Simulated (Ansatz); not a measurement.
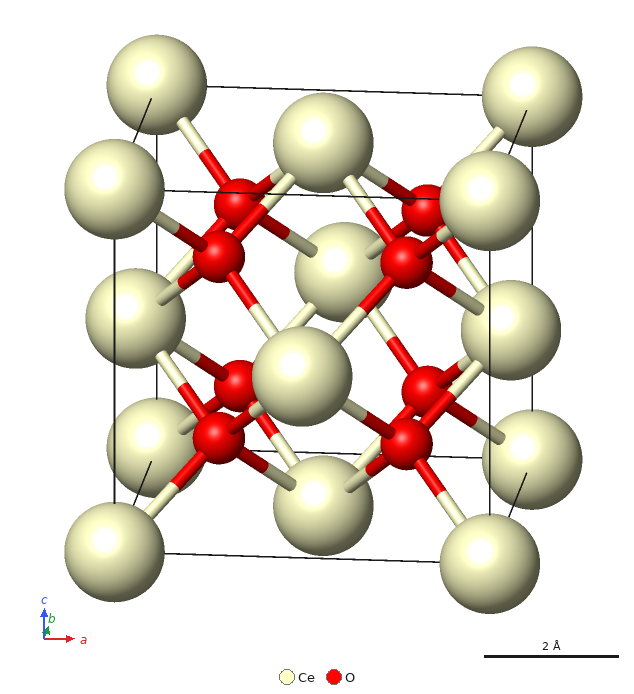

Structure drawing (ball-and-stick), viewed from a general direction. The wireframe shows the conventional unit cell.

A stick is drawn for Ce–O up to 3.08 Å (cut-off distances).

> Which compound is drawn?

CeO$_{2}$. The cell holds 4 Ce, 8 O, counting shared atoms by their share.

> State the space group and its number.

Fm-3m (No. 225), with Ce on 4a and O on 8c.

> Describe the coordination of O.

Four Ce in a tetrahedral arrangement at about 2.4 Å.

> Describe the connectivity.

The bonds build a three-dimensional framework.

The model was built from a structure type known for this compound. The cell was then strained or its atoms displaced on purpose. It was run through Ansatz as a DFT input.

At this level of theory the cell isn't at rest (stretched, at -13 GPa), so its distances can differ from those at equilibrium, the more so the softer the solid.
